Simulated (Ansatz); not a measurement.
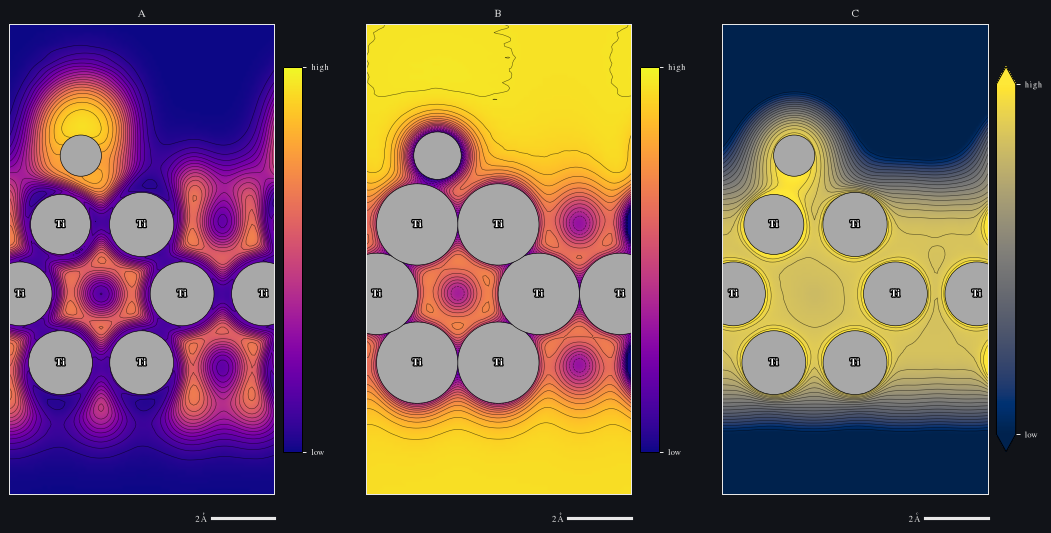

Ti₁₈Si (slab): 3 fields on the (100) plane of the calculation cell, a cut from vacuum to vacuum, with unlabelled colour scales. Grey discs cover the atomic cores.

A point of a scan over the structure, not its minimum; not relaxed (largest force 1.1 eV/Å); computed without spin polarisation; PAW files of the earlier set (soft_1).

Theory: DFT PBE+D3(BJ), scalar-relativistic, plane waves, PAW (Ansatz).

Q: Which field does each panel show? The fields are: electron localisation function, electrostatic potential energy of an electron and valence pseudo-density.

A: Panel A: electron localisation function. Panel B: electrostatic potential energy of an electron (low next to the atoms, rising into the space between them). Panel C: valence pseudo-density.
